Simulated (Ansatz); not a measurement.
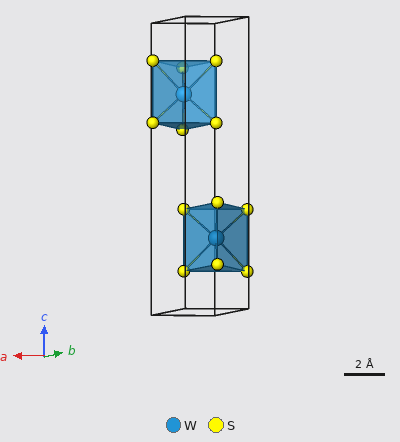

**Figure 1.** The structure (polyhedral view of the cell of the calculation, seen at an oblique angle; polyhedra are completed across the faces of the cell).

# Single-point calculation of WS2

- system: WS2 (P6₃/mmc, 6 atoms in the cell)
- method: DFT PBE, scalar-relativistic, plane waves, PAW, no spin polarisation (Ansatz 0.2.0)

The structure was made by swapping elements on the sites of another compound; it need not be a known phase. It belongs to a series of runs on one base structure; here: band edges sought over the zone.

Log:
```
Engine: ansatz 0.2.0, x86_64-unknown-linux-gnu
Pseudopotentials: kind: paw
Pseudopotential: W, paw, valence charge 14, recommended cutoff 420 eV (normal), W.paw.azcp
Pseudopotential: S, paw, valence charge 6, recommended cutoff 420 eV (normal), S.paw.azcp
Functional definition: PBE
  parameter kappa = 0.804
  parameter beta = 0.06672455060314922
  exchange = pbe_x(kappa = kappa, mu = beta*pi^2/3)
  correlation = pbe_c(beta = beta)
Crystal: 6 atoms, lattice volume = 130.177 Å³
Basis set: ecut = 420 eV, 2581 PW (Γ), exchange–correlation on 48×48×200 points (8 copies of the dense FFT grid, shifted against one another)
Bands: 32, of which v1, the nominal top of the filled ones, is band 26 counted from 1 (25 counted from 0)
Symmetry: 24 space group operations
Space group: P63/mmc (ITA 194), of the structure as read, at distance tolerance 5.1e-5 Å
k-points: 38 of 288
Non-local potential: W, projectors of the file, l = 0: 3, l = 1: 2, l = 2: 2, l = 3: 1
Non-local potential: S, projectors of the file, l = 0: 2, l = 1: 2, l = 2: 2
PAW form: soft (Blöchl's): semilocal exchange-correlation on the pseudo side does not see the compensation charge
PAW one-centre angular grid: W, 590 points (default); XC on 64 Gauss nodes
PAW one-centre angular grid: S, 110 points (default); XC on 64 Gauss nodes
Initial density: read from a saved state, or passed on in memory by an earlier SCF of this step, an earlier step, the calling program or the single point that the run made first
Initial wavefunctions: pseudopotential atomic-orbital guess
Functional: x = pbe(κ = 0.804, μ = 0.2195149727645171), c = pbe(β = 0.06672455060314922)
iter 1 solved again at ethr=4.09e-7 eV; its pass at ethr=3.10e-3 eV (dr2=2.13e-4 eV) is discarded
SCF iter   1: F=—  HF=-24382.882928 eV  |F-HF|=—  |Δ(HF+E_count)|=         —  Δρ=7.36e-7  dr2=1.43e-9  ethr=4.09e-7  ⟨swp⟩=4.1  Hψ=9355  notcnv=0
eigensolver tolerance schedule: the retry pair's looser diagonalisation over-reported the residual by 148651.62 of it (diagonalisation noise at an unbounded share of the residual, at the tolerance the schedule requests for it); recorded, not acted on — ethr = c·dr2/N_el stays at c = 1.0e-1
preconditioner: auto → Resta (q_TF=auto, 2.341 Å⁻¹)  ε∞=6.5  [insulator: Δε(μ)=1.618 eV  Ē_g=8.300 eV  σ=0.020 eV  W_gap=1.00  n_scr=28 (ndim 8)  ℏωp=19.5 eV  f_vac=0.181  D(μ)=0.00/eV (n_scr^D=0)  ε∞_Penn≈6.5]
SCF iter   2: F=—  HF=-24382.882927 eV  |F-HF|=—  |Δ(HF+E_count)|=   4.71e-7  Δρ=4.51e-7  dr2=4.17e-10  ethr=2.75e-12  ⟨swp⟩=8.4  Hψ=6434  notcnv=0
SCF iter   3: F=-24382.882927 eV  HF=-24382.882927 eV  |F-HF|=2.91e-11  |Δ(HF+E_count)|=  1.46e-11  Δρ=3.12e-7  dr2=1.54e-10  ethr=1.00e-12  ⟨swp⟩=1.0  Hψ=2585  notcnv=0
SCF 1 converged in 3 iterations: F = -24382.882927 eV  dr2 = 1.54e-10
  greatest PAW one-centre occupation: 1.000 electrons in one spin orbital (limit 2), on the W atom at site 1 (counted from 0), in its partial waves of l = 0
NSCF: frozen V_eff on 28 k-points
NSCF: frozen V_eff on 28 k-points
NSCF: frozen V_eff on 28 k-points
NSCF: frozen V_eff on 5 k-points
NSCF: frozen V_eff on 21 k-points
NSCF: frozen V_eff on 10 k-points
NSCF: frozen V_eff on 14 k-points
NSCF: frozen V_eff on 12 k-points
NSCF: frozen V_eff on 11 k-points
NSCF: frozen V_eff on 7 k-points
NSCF: frozen V_eff on 11 k-points
NSCF: frozen V_eff on 1 k-points
NSCF: frozen V_eff on 3 k-points
SCF converged after 3 iterations
Free energy (F): -24382.882927 eV
Harris-Foulkes:  -24382.882927 eV  (|F-HF|=2.91e-11)
Internal energy: -24382.882927 eV  (E = F + TS)
E sigma→0 (E₀):  -24382.882927 eV
Fermi energy:    9.030095 eV
--- Per-component energies (eV) ---
  E_band       = -529.698213
  E_kinetic    = 1330.008711
  E_local      = -5354.598345  (includes V_loc(G=0)·N_el)
  E_nonlocal   = 114.494927
  E_hartree    = 2239.545069
  E_xc         = -923.289171
  E_vxc        = -828.651260  (∫ρ·V_xc dr)
  E_paw        = -19526.114070  (= ΣΔE_a)
  E_vpaw       = -270.041734  (= ΣTr[D̂ρ^β])
  E_aug_tail   = -0.000119  (compensation charges beyond the density's cutoff)
  E_ewald      = -2262.929929
  E_smearing   = -0.000000  (= −TS)
  E_closure    = 0.000000  (closes the sum)
  Σ components = -24382.882927   (vs F -24382.882927, Δ=0.00e0)
--- Forces (eV/Å), atoms counted from 1 ---
  atom   1  W      0.00000000    -0.00000000     0.00000000
  atom   2  W     -0.00000000     0.00000000     0.00000000
  atom   3  S      0.00000000     0.00000000     0.00312795
  atom   4  S     -0.00000000    -0.00000000     0.00312795
  atom   5  S      0.00000000     0.00000000    -0.00312795
  atom   6  S     -0.00000000    -0.00000000    -0.00312795
  max |Σ_I F_I| component: 1.16e-18 eV/Å
--- Stress (GPa, compression-positive) ---
        0.005478       0.000000       0.000000
        0.000000       0.005478       0.000000
        0.000000       0.000000       0.036436
  P = ⅓ Tr σ = 0.0158 GPa (0.158 kbar)
--- Band table (eV; the first three rows and the last of 38) ---
  k-point 0: bands = ["-65.9320", "-65.9320", "-30.2039", "-30.2039", "-30.0561", "-30.0561", "-30.0561", "-30.0561", "-6.7014", "-6.6843", "-5.0873", "-5.0507", "1.6381", "1.8047", "5.1909", "5.1909", "5.1916", "5.1916", "5.6510", "6.2410", "6.4143", "6.4143", "6.4169", "6.4169", "7.7934", "8.2214", "10.9043", "10.9043", "10.9052", "10.9052", "11.0484", "11.0484"]
  k-point 1: bands = ["-65.9320", "-65.9320", "-30.2039", "-30.2039", "-30.0561", "-30.0561", "-30.0561", "-30.0561", "-6.6929", "-6.6929", "-5.0690", "-5.0690", "1.7188", "1.7188", "5.1912", "5.1912", "5.1912", "5.1912", "5.9191", "5.9191", "6.4156", "6.4156", "6.4156", "6.4156", "8.0378", "8.0378", "10.9047", "10.9047", "10.9047", "10.9047", "11.0544", "11.0544"]
  k-point 2: bands = ["-65.9309", "-65.9309", "-30.1999", "-30.1999", "-30.0785", "-30.0785", "-30.0613", "-30.0613", "-6.5881", "-6.5711", "-5.0451", "-5.0097", "1.7741", "1.9407", "4.8946", "4.8960", "5.3017", "5.3028", "5.3525", "5.6877", "6.2361", "6.2391", "6.5292", "6.7537", "7.7671", "8.1190", "10.7271", "10.7919", "10.8273", "10.8585", "10.9463", "10.9608"]
  k-point 37: bands = ["-65.9136", "-65.9136", "-30.2997", "-30.2997", "-30.2673", "-30.2673", "-30.1361", "-30.1361", "-4.2865", "-4.2865", "-4.1700", "-4.1700", "2.3108", "2.3108", "2.7089", "2.7089", "3.5758", "3.5758", "4.1550", "4.1550", "4.8103", "4.8103", "5.6695", "5.6695", "8.0311", "8.0311", "9.8393", "9.8393", "11.3657", "11.3657", "12.0361", "12.0361"]
```

This output came from the following input.

Input:
```yaml
crystal:
  lattice:
    - [3.1878099742, 0.0, 0.0]
    - [-1.5939049871, 2.7607244201, 0.0]
    - [0.0, 0.0, 14.7916844057]
  atoms:
    - { symbol: W, position: [0.6666666667, 0.3333333333, 0.75] }
    - { symbol: W, position: [0.3333333333, 0.6666666667, 0.25] }
    - { symbol: S, position: [0.3333333333, 0.6666666667, 0.8562014562] }
    - { symbol: S, position: [0.6666666667, 0.3333333333, 0.3562014562] }
    - { symbol: S, position: [0.3333333333, 0.6666666667, 0.6437985438] }
    - { symbol: S, position: [0.6666666667, 0.3333333333, 0.1437985438] }
basis:
  ecutwfc: 420
kpoints:
  mp_grid: { grid: [12, 12, 2] }
  band_path: { path: [VBM, CBM], npoints: 2 }
hamiltonian:
  xc: pbe
scf:
  occupations: { method: gaussian, width: 0.02 }
output:
  forces: true
  stress: true
  eigenvalues: true
checkpoint:
  read: start.run
  write: ck
  compress: false
  write_wavefunctions: false
  write_every: 100000
```

Launch command:
```bash
ansatz run input.yaml --threads 1 --pin off --max-ram 2560MiB --backend cpu --events-out ev --progress --plain --runs-dir out
```

Results in brief:

| quantity | value |
| --- | --- |
| outcome | converged |
| space group (tolerance 0.01 Å) | P6₃/mmc (194) |
| electrons treated | 52 |
| free energy | −24382.8829 eV |
| Fermi energy | 9.030 eV |
| gap on the k-point mesh | 1.62 eV |
| gap on the band path | 1.62 eV |
| pressure | 0.02 GPa |
| largest force (length of the vector) | 0.003 eV/Å |
| hardware | 1 thread of Intel Xeon (Granite Rapids), 32 GiB of memory available, shared host |
| wall time | 11 s |
| peak memory | 0.47 GiB |

Notes:

Spin–orbit coupling is left out, which matters for W.
